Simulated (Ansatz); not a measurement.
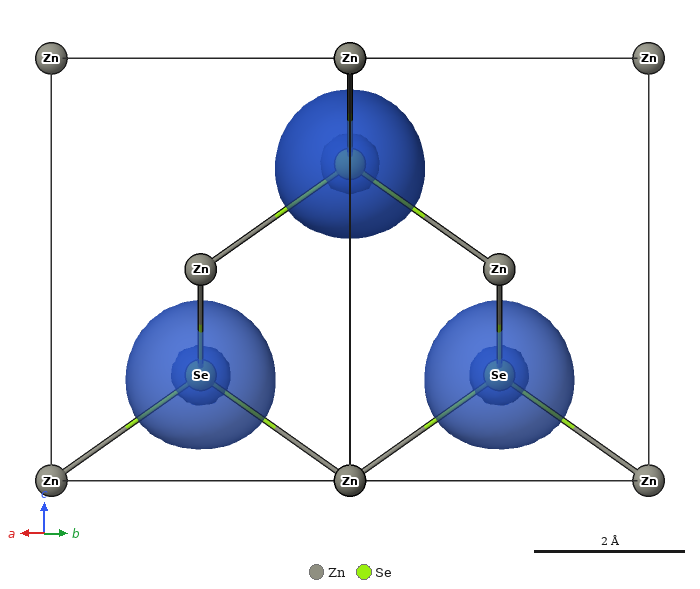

*ZnSe. Density of the Kohn–Sham states from −13.3 to −12.2 eV about the valence-band maximum (a separate group of bands (semicore or deep states)), scaled to one electron a cell: blue surface at 0.08 1/Å³, in the conventional cell seen along [110].*

Space group F-43m.

Computed with DFT PBEsol, scalar-relativistic, plane waves, PAW in Ansatz 0.2.0.

Core electrons are frozen (PAW), so the fields are smoothed inside the atomic spheres.

Input

```
crystal:
  lattice:
    - [0.0, 2.8338, 2.8338]
    - [2.8338, 0.0, 2.8338]
    - [2.8338, 2.8338, 0.0]
  atoms:
    - { symbol: Zn, position: [0.0, 0.0, 0.0] }
    - { symbol: Se, position: [0.25, 0.25, 0.25] }
basis:
  ecutwfc: 420
  fft_grid_basis: typed
kpoints:
  mp_grid: { grid: [10, 10, 10] }
hamiltonian:
  xc: pbesol
scf:
  occupations: { method: gaussian, width: 0.05 }
  n_extra_bands: 6
output:
  forces: true
  stress: false
  eigenvalues: true
  bader: false
  write_density: false
  volumetric_format: npy
  band_densities:
    - { e_range: [-1.19, -0.58] }
    - { e_range: [0.57, 1.18] }
    - { e_range: [-5.88, -4.1] }
    - { e_range: [-4.1, -2.34] }
    - { e_range: [-5.89, -0.56] }
    - { e_range: [-7.19, -6.45] }
    - { e_range: [-13.9, -12.77] }
  dos:
    e_range: [-30, 8]
    de: 0.02
    method: { smearing: { sigma: 0.03, scheme: gaussian } }
    projected: { site_lists: { Se: [Se], Zn: [Zn] } }
checkpoint:
  read: start.run
  write: ck
  compress: false
  write_wavefunctions: false
  write_every: 100000
```

Command:

```sh
ansatz run input.yaml --threads 2 --pin off --max-ram 4096MiB --backend cpu --events-out ev --progress --plain --runs-dir out
```

The picture shows the conventional cell (a = 5.67 Å, b = 5.67 Å, c = 5.67 Å, α = 90.00°, β = 90.00°, γ = 90.00°).

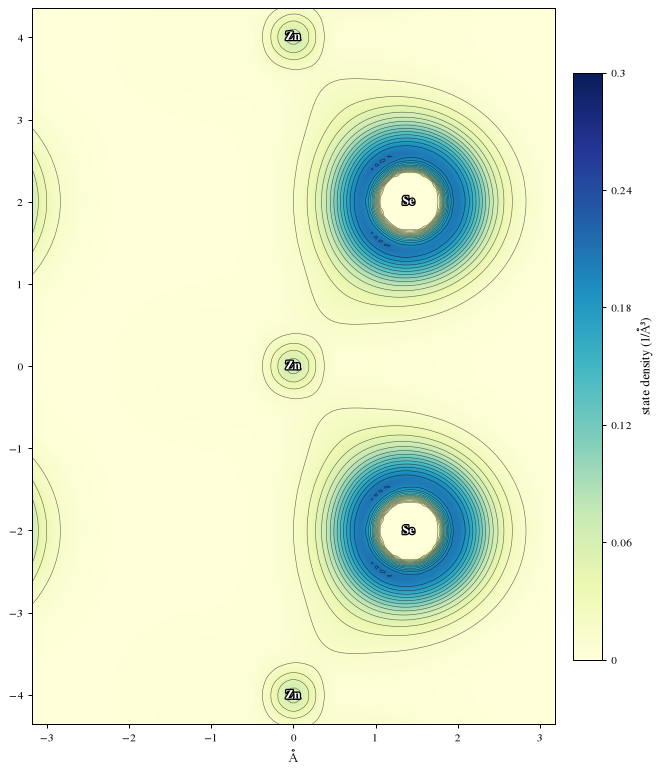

Also shown: a map on the (101) plane of the conventional cell.

What is the character of these states?

Answer. Löwdin projections on the PAW files' atomic orbitals give Se 4s (90 %) and Zn 4s (10 %).
- In space (atomic cells sized by Bader volumes) the density divides as Se about 90 % and Zn about 10 %.
- The group holds 2 electrons when full, in the cell of the calculation (2 atoms).
